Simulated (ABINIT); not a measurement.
## Band-structure run, with input and output: ScAl3 (part 2 of 3)

Continued. System: ScAl3 (Pm-3m, 4 atoms in the cell). Method: Kohn-Sham DFT of a periodic cell, PBEsol, PseudoDojo NC SR PBEsol v0.4 stringent, no spin polarisation (ABINIT 10.8.3); cutoff 1061.24 eV, 7×7×7 k-mesh, fermi-dirac of 0.05 eV. The structure derives from a Materials Project entry.

Geometry of the input (Å; fractional positions):
```
4.0878  0.0000  0.0000
0.0000  4.0878  0.0000
0.0000  0.0000  4.0878
Sc 0.0000  0.0000  0.0000
Al 0.5000  0.5000  0.0000
Al 0.0000  0.5000  0.5000
Al 0.5000  0.0000  0.5000
```

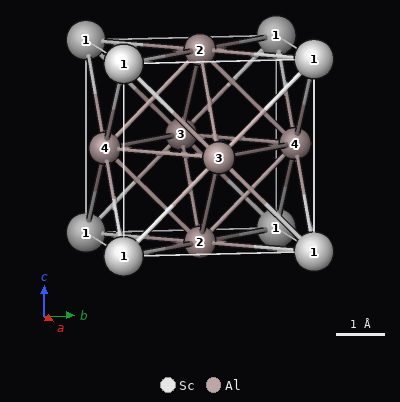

**Figure 1.** The structure as given in the input (ball-and-stick view of the cell of the calculation, seen slightly off an axis; atoms are numbered from 1 in the order of the input).

**Log, continued**
```
================================================================================
 Non-SCF case, kpt    1 (  0.00000  0.00000  0.00000), residuals and eigenvalues=
  8.53E-13  5.82E-13  7.28E-13  6.19E-13  6.73E-13  7.10E-13  6.07E-13  5.54E-13
  5.94E-13  4.04E-13  4.46E-13  1.98E-13  6.04E-13  3.66E-13  8.75E-13  7.74E-13
  6.07E-13  6.86E-13
 -1.4900E+00 -7.1076E-01 -7.1076E-01 -7.1076E-01 -6.5629E-02  2.0596E-01
  2.0596E-01  2.3611E-01  2.3611E-01  2.3611E-01  3.4799E-01  3.5002E-01
  3.5002E-01  3.5002E-01  4.7793E-01  4.7793E-01  4.9667E-01  4.9667E-01
 Non-SCF case, kpt    2 (  0.00000  0.08333  0.00000), residuals and eigenvalues=
  9.31E-13  9.37E-13  6.24E-13  8.72E-13  5.56E-13  7.02E-13  3.39E-13  5.08E-13
  3.77E-13  6.61E-13  5.98E-13  6.52E-13  4.13E-13  3.02E-13  9.08E-13  7.37E-13
  9.68E-13  8.78E-13
 -1.4900E+00 -7.1084E-01 -7.1076E-01 -7.1076E-01 -6.3275E-02  1.8430E-01
  2.0780E-01  2.3640E-01  2.3640E-01  2.5118E-01  3.4860E-01  3.4860E-01
  3.5076E-01  3.5815E-01  4.5479E-01  4.8086E-01  4.9886E-01  4.9886E-01
 Non-SCF case, kpt    3 (  0.00000  0.16667  0.00000), residuals and eigenvalues=
  6.16E-13  2.87E-13  9.67E-13  6.77E-13  5.94E-13  4.88E-13  3.98E-13  3.29E-13
  3.11E-13  8.67E-13  7.49E-13  4.20E-13  5.97E-13  5.50E-13  7.02E-13  8.59E-13
  7.67E-13  4.82E-13
 -1.4900E+00 -7.1107E-01 -7.1074E-01 -7.1074E-01 -5.6264E-02  1.4967E-01
  2.1322E-01  2.3714E-01  2.3714E-01  2.7056E-01  3.4531E-01  3.4531E-01
  3.5283E-01  3.8177E-01  4.2282E-01  4.9113E-01  4.9871E-01  4.9871E-01
 Non-SCF case, kpt    4 (  0.00000  0.25000  0.00000), residuals and eigenvalues=
  6.10E-13  3.98E-13  3.49E-13  6.20E-13  8.21E-13  9.83E-13  5.35E-13  6.85E-13
  9.24E-13  4.24E-13  6.40E-13  4.39E-13  8.89E-13  6.98E-13  6.84E-13  8.62E-13
  1.03E-10  1.24E-06
 -1.4900E+00 -7.1137E-01 -7.1071E-01 -7.1071E-01 -4.4757E-02  1.1413E-01
  2.2180E-01  2.3806E-01  2.3806E-01  2.9017E-01  3.4203E-01  3.4203E-01
  3.5579E-01  3.9152E-01  4.0325E-01  4.8543E-01  4.8543E-01  5.1340E-01
 Non-SCF case, kpt    5 (  0.00000  0.33333  0.00000), residuals and eigenvalues=
  9.38E-13  5.94E-13  5.59E-13  6.63E-13  3.42E-13  8.70E-13  3.95E-13  7.37E-13
  8.12E-13  8.06E-13  6.52E-13  7.02E-13  7.28E-13  9.87E-13  9.36E-13  5.95E-13
  3.11E-10  1.03E-09
 -1.4900E+00 -7.1168E-01 -7.1069E-01 -7.1069E-01 -2.9105E-02  8.0455E-02
  2.3253E-01  2.3883E-01  2.3883E-01  3.1206E-01  3.4008E-01  3.4008E-01
  3.5892E-01  3.6373E-01  4.0850E-01  4.6802E-01  4.6802E-01  5.0775E-01
 Non-SCF case, kpt    6 (  0.00000  0.41667  0.00000), residuals and eigenvalues=
  6.59E-13  6.23E-13  7.17E-13  6.19E-13  4.14E-13  2.96E-13  3.94E-13  9.86E-13
  9.31E-13  6.09E-13  8.82E-13  7.83E-13  3.18E-13  3.75E-13  9.62E-13  4.13E-13
  1.07E-09  2.41E-11
 -1.4900E+00 -7.1190E-01 -7.1067E-01 -7.1067E-01 -1.0378E-02  5.0665E-02
  2.3930E-01  2.3930E-01  2.4292E-01  3.3586E-01  3.3951E-01  3.3951E-01
  3.4283E-01  3.6134E-01  3.9568E-01  4.5527E-01  4.5527E-01  4.9568E-01
 Non-SCF case, kpt    7 (  0.00000  0.50000  0.00000), residuals and eigenvalues=
  7.05E-13  4.23E-13  9.81E-13  4.78E-13  3.50E-13  2.50E-13  6.80E-13  9.58E-13
  4.82E-13  9.94E-13  9.10E-13  8.80E-13  7.28E-13  8.62E-13  4.58E-13  7.45E-13
  2.27E-10  2.76E-09
 -1.4900E+00 -7.1198E-01 -7.1066E-01 -7.1066E-01  3.1485E-03  3.3416E-02
  2.3945E-01  2.3945E-01  2.4771E-01  3.3448E-01  3.3949E-01  3.3949E-01
  3.5219E-01  3.6225E-01  3.8148E-01  4.5066E-01  4.5066E-01  4.9279E-01
 Non-SCF case, kpt    8 (  0.08333  0.50000  0.00000), residuals and eigenvalues=
  4.60E-13  9.96E-13  5.36E-13  5.89E-13  2.66E-13  4.41E-13  2.48E-13  7.66E-13
  3.57E-13  7.59E-13  9.71E-13  9.35E-13  5.33E-13  9.83E-13  7.44E-13  9.62E-13
  8.80E-13  2.51E-10
 -1.4900E+00 -7.1197E-01 -7.1074E-01 -7.1066E-01  5.0204E-03  3.5792E-02
  2.2446E-01  2.4122E-01  2.4321E-01  3.2820E-01  3.3606E-01  3.4357E-01
  3.5867E-01  3.7624E-01  3.8237E-01  4.4376E-01  4.5378E-01  5.0264E-01
 Non-SCF case, kpt    9 (  0.16667  0.50000  0.00000), residuals and eigenvalues=
  6.92E-13  3.99E-13  9.14E-13  3.58E-13  4.00E-13  9.87E-13  4.41E-13  4.15E-13
  6.55E-13  6.45E-13  4.15E-13  4.44E-13  9.58E-13  8.54E-13  9.51E-13  9.01E-13
  8.16E-12  3.40E-06
 -1.4900E+00 -7.1194E-01 -7.1095E-01 -7.1064E-01  1.0602E-02  4.2827E-02
  1.9445E-01  2.2877E-01  2.4648E-01  3.1278E-01  3.3332E-01  3.4863E-01
  3.8212E-01  3.8422E-01  3.9969E-01  4.2530E-01  4.6641E-01  5.1193E-01
 Non-SCF case, kpt   10 (  0.25000  0.50000  0.00000), residuals and eigenvalues=
  3.06E-13  3.58E-13  6.50E-13  3.80E-13  2.47E-13  8.99E-13  7.07E-13  8.44E-13
  8.07E-13  4.78E-13  8.65E-13  6.97E-13  9.58E-13  8.23E-13  9.79E-13  8.53E-13
  4.46E-11  1.55E-08
 -1.4900E+00 -7.1190E-01 -7.1124E-01 -7.1062E-01  1.9761E-02  5.4213E-02
  1.6251E-01  2.0579E-01  2.5493E-01  2.9987E-01  3.3884E-01  3.5076E-01
  3.8634E-01  4.0087E-01  4.0227E-01  4.2588E-01  4.9292E-01  4.9575E-01
 Non-SCF case, kpt   11 (  0.33333  0.50000  0.00000), residuals and eigenvalues=
  9.49E-13  3.96E-13  8.04E-13  4.20E-13  3.86E-13  1.46E-13  7.30E-13  3.25E-13
  7.39E-13  8.52E-13  4.41E-13  6.82E-13  9.14E-13  5.52E-13  9.68E-13  7.84E-13
  3.14E-10  7.33E-08
 -1.4899E+00 -7.1185E-01 -7.1153E-01 -7.1059E-01  3.2104E-02  6.9260E-02
  1.3282E-01  1.7929E-01  2.6582E-01  2.9033E-01  3.5202E-01  3.5204E-01
  3.7608E-01  3.8852E-01  4.1519E-01  4.5361E-01  4.6961E-01  5.1283E-01
 Non-SCF case, kpt   12 (  0.41667  0.50000  0.00000), residuals and eigenvalues=
  5.50E-13  8.56E-13  9.16E-13  7.62E-13  2.92E-13  5.68E-13  3.93E-13  4.33E-13
  6.01E-13  8.25E-13  7.54E-13  4.90E-13  8.69E-13  8.09E-13  7.76E-13  5.49E-13
  4.76E-10  2.09E-08
 -1.4899E+00 -7.1182E-01 -7.1173E-01 -7.1058E-01  4.6174E-02  8.6003E-02
  1.0805E-01  1.5464E-01  2.7698E-01  2.8449E-01  3.5256E-01  3.5580E-01
  3.6876E-01  3.9090E-01  4.2450E-01  4.4314E-01  4.8134E-01  5.0414E-01
 Non-SCF case, kpt   13 (  0.50000  0.50000  0.00000), residuals and eigenvalues=
  5.60E-13  2.24E-13  4.51E-13  2.18E-13  9.69E-13  2.72E-13  9.19E-13  9.67E-13
  6.98E-13  8.96E-13  5.63E-13  7.53E-13  4.38E-13  9.08E-13  7.58E-13  2.32E-13
  1.34E-05  5.29E-07
 -1.4899E+00 -7.1181E-01 -7.1181E-01 -7.1057E-01  5.4692E-02  9.5925E-02
  9.5925E-02  1.4193E-01  2.8253E-01  2.8253E-01  3.4709E-01  3.5268E-01
  3.7799E-01  3.9368E-01  4.2858E-01  4.2858E-01  4.9810E-01  4.9904E-01
 Non-SCF case, kpt   14 (  0.43750  0.43750  0.00000), residuals and eigenvalues=
  3.85E-13  8.07E-13  3.78E-13  3.49E-13  2.71E-13  3.92E-13  4.54E-13  7.69E-13
  7.01E-13  8.98E-13  6.20E-13  9.50E-13  5.99E-13  6.08E-13  9.11E-13  7.51E-13
  6.30E-11  5.14E-07
 -1.4899E+00 -7.1178E-01 -7.1177E-01 -7.1058E-01  4.3664E-02  9.7150E-02
  9.7904E-02  1.5694E-01  2.7672E-01  2.8432E-01  3.5080E-01  3.5687E-01
  3.7062E-01  3.8827E-01  4.3380E-01  4.3563E-01  4.8013E-01  5.0564E-01
 Non-SCF case, kpt   15 (  0.37500  0.37500  0.00000), residuals and eigenvalues=
  4.04E-13  4.27E-13  5.70E-13  8.34E-13  7.17E-13  2.77E-13  4.42E-13  7.92E-13
  6.95E-13  8.38E-13  5.43E-13  5.92E-13  6.14E-13  7.46E-13  8.35E-13  6.48E-13
  8.38E-13  5.12E-06
 -1.4899E+00 -7.1168E-01 -7.1166E-01 -7.1060E-01  2.0785E-02  1.0383E-01
  1.0414E-01  1.8779E-01  2.6540E-01  2.8962E-01  3.3438E-01  3.7328E-01
  3.7715E-01  3.7964E-01  4.3751E-01  4.5039E-01  4.5268E-01  5.2484E-01
 Non-SCF case, kpt   16 (  0.31250  0.31250  0.00000), residuals and eigenvalues=
  8.05E-13  8.46E-13  6.89E-13  5.96E-13  3.65E-13  1.73E-13  5.76E-13  3.55E-13
  4.23E-13  6.58E-13  9.72E-13  6.34E-13  7.85E-13  7.81E-13  5.08E-13  9.54E-13
  4.15E-13  7.74E-06
 -1.4900E+00 -7.1152E-01 -7.1149E-01 -7.1063E-01 -3.2497E-03  1.1368E-01
  1.1699E-01  2.2102E-01  2.5468E-01  2.9816E-01  3.1420E-01  3.6273E-01
  3.8723E-01  4.0474E-01  4.3143E-01  4.3615E-01  4.6505E-01  5.2469E-01
 Non-SCF case, kpt   17 (  0.25000  0.25000  0.00000), residuals and eigenvalues=
  6.85E-13  5.84E-13  5.08E-13  5.59E-13  9.60E-13  7.17E-13  4.97E-13  8.17E-13
  7.87E-13  9.20E-13  3.91E-13  6.97E-13  8.26E-13  5.57E-13  8.30E-13  9.76E-13
  8.31E-13  2.01E-06
 -1.4900E+00 -7.1133E-01 -7.1129E-01 -7.1067E-01 -2.4713E-02  1.2740E-01
  1.3466E-01  2.4538E-01  2.4644E-01  3.0487E-01  3.0944E-01  3.4292E-01
  3.9688E-01  4.0463E-01  4.3357E-01  4.5056E-01  4.6834E-01  5.1401E-01
 Non-SCF case, kpt   18 (  0.18750  0.18750  0.00000), residuals and eigenvalues=
  5.04E-13  2.66E-13  8.11E-13  3.68E-13  2.46E-13  6.78E-13  3.58E-13  7.00E-13
  9.72E-13  5.20E-13  7.98E-13  4.43E-13  6.93E-13  5.31E-13  5.00E-13  5.72E-13
  7.44E-09  1.88E-07
 -1.4900E+00 -7.1112E-01 -7.1109E-01 -7.1070E-01 -4.2225E-02  1.4485E-01
  1.5597E-01  2.4095E-01  2.4812E-01  3.1652E-01  3.1713E-01  3.2248E-01
  3.7820E-01  4.1279E-01  4.3020E-01  4.6318E-01  4.8748E-01  4.9555E-01
 Non-SCF case, kpt   19 (  0.12500  0.12500  0.00000), residuals and eigenvalues=
  9.99E-13  4.07E-13  2.90E-13  7.04E-13  2.33E-13  7.04E-13  9.46E-13  4.40E-13
  6.50E-13  7.84E-13  5.98E-13  7.70E-13  9.32E-13  5.03E-13  8.75E-13  7.67E-13
  1.56E-07  2.11E-06
 -1.4900E+00 -7.1093E-01 -7.1092E-01 -7.1073E-01 -5.5111E-02  1.6575E-01
  1.7878E-01  2.3786E-01  2.4128E-01  2.8599E-01  3.3545E-01  3.3560E-01
  3.6311E-01  3.8920E-01  4.3926E-01  4.6394E-01  5.0626E-01  5.0995E-01
 Non-SCF case, kpt   20 (  0.06250  0.06250  0.00000), residuals and eigenvalues=
  5.87E-13  7.13E-13  5.14E-13  7.18E-13  6.48E-13  2.35E-13  3.67E-13  5.67E-13
  4.26E-13  8.89E-13  9.97E-13  3.70E-13  6.17E-13  8.56E-13  5.99E-13  9.45E-13
  4.26E-09  1.14E-06
 -1.4900E+00 -7.1081E-01 -7.1080E-01 -7.1075E-01 -6.2982E-02  1.8912E-01
  1.9820E-01  2.3648E-01  2.3668E-01  2.5552E-01  3.4595E-01  3.4654E-01
  3.5338E-01  3.6068E-01  4.5925E-01  4.7112E-01  4.9951E-01  5.0595E-01
 Non-SCF case, kpt   21 (  0.00000  0.00000  0.00000), residuals and eigenvalues=
  8.53E-13  5.82E-13  7.28E-13  6.19E-13  6.73E-13  7.10E-13  6.07E-13  5.54E-13
  5.94E-13  4.04E-13  4.46E-13  1.98E-13  6.04E-13  3.66E-13  8.75E-13  7.74E-13
  6.07E-13  6.86E-13
 -1.4900E+00 -7.1076E-01 -7.1076E-01 -7.1076E-01 -6.5629E-02  2.0596E-01
  2.0596E-01  2.3611E-01  2.3611E-01  2.3611E-01  3.4799E-01  3.5002E-01
  3.5002E-01  3.5002E-01  4.7793E-01  4.7793E-01  4.9667E-01  4.9667E-01
 Non-SCF case, kpt   22 (  0.05000  0.05000  0.05000), residuals and eigenvalues=
  4.66E-13  3.00E-13  2.36E-13  3.43E-13  2.65E-13  2.66E-13  1.93E-13  3.40E-13
  5.57E-13  7.41E-13  7.50E-13  7.50E-13  3.48E-13  5.92E-13  5.55E-13  7.53E-13
  3.23E-09  5.34E-13
 -1.4900E+00 -7.1079E-01 -7.1078E-01 -7.1078E-01 -6.3088E-02  1.9436E-01
  1.9436E-01  2.2737E-01  2.5005E-01  2.5005E-01  3.4682E-01  3.4682E-01
  3.5098E-01  3.6156E-01  4.6528E-01  4.6528E-01  4.9877E-01  5.0950E-01
 Non-SCF case, kpt   23 (  0.10000  0.10000  0.10000), residuals and eigenvalues=
  9.33E-13  3.60E-13  3.20E-13  4.08E-13  4.85E-13  3.56E-13  4.73E-13  6.20E-13
  1.40E-13  9.56E-13  9.52E-13  3.35E-13  7.29E-13  6.88E-13  8.77E-13  9.96E-13
  3.32E-06  1.20E-04
 -1.4900E+00 -7.1087E-01 -7.1085E-01 -7.1085E-01 -5.5530E-02  1.7720E-01
  1.7720E-01  2.0910E-01  2.7244E-01  2.7244E-01  3.3875E-01  3.3875E-01
  3.5518E-01  3.9190E-01  4.5239E-01  4.5239E-01  5.0509E-01  5.0924E-01
 Non-SCF case, kpt   24 (  0.15000  0.15000  0.15000), residuals and eigenvalues=
  4.00E-13  4.87E-13  4.84E-13  4.94E-13  7.54E-13  8.49E-13  6.66E-13  6.76E-13
  7.79E-13  4.80E-13  3.18E-13  8.90E-13  7.27E-13  8.57E-13  2.59E-13  8.41E-13
  7.40E-13  4.07E-05
 -1.4900E+00 -7.1099E-01 -7.1096E-01 -7.1096E-01 -4.3148E-02  1.6201E-01
  1.6201E-01  1.9049E-01  2.8565E-01  2.8565E-01  3.3621E-01  3.3621E-01
  3.6138E-01  4.1989E-01  4.4687E-01  4.4687E-01  4.6687E-01  5.1422E-01
 Non-SCF case, kpt   25 (  0.20000  0.20000  0.20000), residuals and eigenvalues=
  7.70E-13  4.54E-13  5.28E-13  2.47E-13  8.78E-13  4.77E-13  3.97E-13  7.33E-13
  3.94E-13  7.97E-13  3.83E-13  6.33E-13  7.88E-13  7.99E-13  5.79E-13  8.17E-13
  4.66E-10  5.34E-09
 -1.4900E+00 -7.1113E-01 -7.1108E-01 -7.1108E-01 -2.6274E-02  1.4971E-01
  1.4971E-01  1.7530E-01  2.7603E-01  2.7603E-01  3.5267E-01  3.5267E-01
  3.6682E-01  3.9287E-01  4.4733E-01  4.4733E-01  4.8635E-01  5.0484E-01
 Non-SCF case, kpt   26 (  0.25000  0.25000  0.25000), residuals and eigenvalues=
  4.20E-13  6.54E-13  5.48E-13  3.98E-13  4.45E-13  4.39E-13  8.24E-13  4.40E-13
  5.59E-13  3.25E-13  5.10E-13  8.02E-13  6.87E-13  2.16E-13  9.53E-13  6.63E-13
  9.71E-13  7.41E-05
 -1.4900E+00 -7.1128E-01 -7.1122E-01 -7.1122E-01 -5.3835E-03  1.4036E-01
  1.4036E-01  1.6498E-01  2.5674E-01  2.5674E-01  3.3957E-01  3.7386E-01
  3.7386E-01  3.8064E-01  4.4958E-01  4.4958E-01  5.0897E-01  5.1039E-01
 Non-SCF case, kpt   27 (  0.30000  0.30000  0.30000), residuals and eigenvalues=
  6.25E-13  4.92E-13  3.43E-13  2.08E-13  5.65E-13  4.81E-13  4.13E-13  7.64E-13
  8.14E-13  8.54E-13  8.65E-13  8.54E-13  2.96E-13  8.06E-13  8.71E-13  7.84E-13
  9.72E-11  5.92E-13
 -1.4899E+00 -7.1141E-01 -7.1136E-01 -7.1136E-01  1.8880E-02  1.3379E-01
  1.3379E-01  1.6000E-01  2.3690E-01  2.3690E-01  2.9530E-01  3.8421E-01
  3.8886E-01  3.8886E-01  4.4982E-01  4.4982E-01  4.9954E-01  5.3110E-01
 Non-SCF case, kpt   28 (  0.35000  0.35000  0.35000), residuals and eigenvalues=
  3.35E-13  1.97E-13  8.12E-13  3.51E-13  6.36E-13  6.16E-13  9.07E-13  8.47E-13
  4.01E-13  7.03E-13  4.18E-13  5.19E-13  8.87E-13  2.78E-13  5.07E-13  6.85E-13
  7.06E-13  6.08E-11
 -1.4899E+00 -7.1151E-01 -7.1148E-01 -7.1148E-01  4.5699E-02  1.2968E-01
  1.2968E-01  1.5992E-01  2.1942E-01  2.1942E-01  2.5421E-01  3.8019E-01
  3.9602E-01  3.9602E-01  4.4935E-01  4.4935E-01  4.7129E-01  5.6893E-01
 Non-SCF case, kpt   29 (  0.40000  0.40000  0.40000), residuals and eigenvalues=
  6.19E-13  3.27E-13  3.70E-13  6.51E-13  5.38E-13  5.49E-13  8.20E-13  9.61E-13
  7.57E-13  7.36E-13  5.03E-13  7.68E-13  3.95E-13  8.39E-13  5.96E-13  3.38E-13
  8.36E-13  3.22E-07
 -1.4899E+00 -7.1159E-01 -7.1157E-01 -7.1157E-01  7.4117E-02  1.2755E-01
  1.2755E-01  1.6208E-01  2.0576E-01  2.0576E-01  2.1913E-01  3.6401E-01
  3.9800E-01  3.9800E-01  4.4974E-01  4.4974E-01  4.5591E-01  6.1629E-01
 Non-SCF case, kpt   30 (  0.45000  0.45000  0.45000), residuals and eigenvalues=
  4.99E-13  5.09E-13  8.04E-13  6.97E-13  6.52E-13  2.22E-13  4.92E-13  8.11E-13
  2.80E-13  4.76E-13  2.36E-13  9.03E-13  5.93E-13  6.92E-13  5.55E-13  5.27E-13
  6.70E-13  1.78E-08
 -1.4899E+00 -7.1163E-01 -7.1163E-01 -7.1163E-01  1.0305E-01  1.2674E-01
  1.2674E-01  1.5618E-01  1.9699E-01  1.9699E-01  1.9772E-01  3.4473E-01
  3.9792E-01  3.9792E-01  4.5054E-01  4.5054E-01  4.5157E-01  6.6720E-01
 Non-SCF case, kpt   31 (  0.50000  0.50000  0.50000), residuals and eigenvalues=
  5.94E-13  6.08E-13  4.09E-13  4.45E-13  2.50E-13  8.60E-13  6.15E-13  4.01E-13
  3.23E-13  3.35E-13  6.28E-13  8.71E-13  3.40E-13  4.97E-13  8.88E-13  9.23E-13
  2.37E-11  8.04E-05
 -1.4899E+00 -7.1165E-01 -7.1165E-01 -7.1165E-01  1.2657E-01  1.2657E-01
  1.2657E-01  1.3817E-01  1.9395E-01  1.9395E-01  1.9395E-01  3.3627E-01
```
